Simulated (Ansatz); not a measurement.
Read the following structure.

```
CELL_PARAMETERS angstrom
2.44561 0.00000 0.00000
0.00000 4.23346 0.00000
0.00000 0.00000 6.72251
ATOMIC_POSITIONS crystal
C 0.50000 0.66669 0.50000
C 0.00000 0.83331 0.50000
C 0.50000 0.16669 0.00000
C 0.00000 0.33331 0.00000
C 0.00000 0.66669 0.00000
C 0.50000 0.83331 0.00000
C 0.00000 0.16669 0.50000
C 0.50000 0.33331 0.50000
```

Summarise the structure in words.

The element is carbon. The symmetry is that of Fmmm (No. 69), on a face-centred orthorhombic lattice. The cell holds eight atoms. C is linked to three C in a trigonal planar arrangement at 1.41 Å. The bonds build C layers parallel to (001).

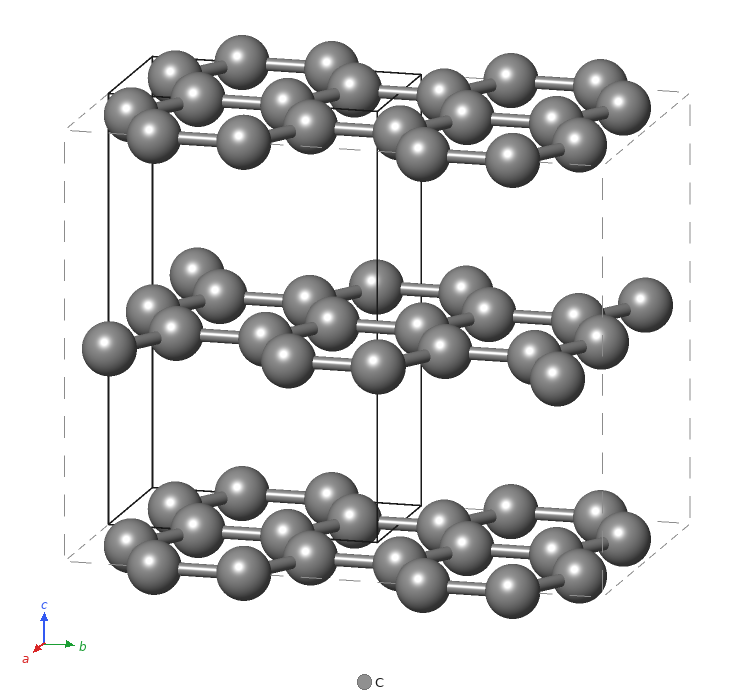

Ball-and-stick representation of a periodic structure, projected slightly off an axis. A block of 2×2×1 cells is shown, with one conventional unit cell in solid outline.

Starting structure: a structure listed in the Materials Project. The atoms were relaxed in a fixed cell with DFT LDA, scalar-relativistic, plane waves, PAW in Ansatz 0.2.0.
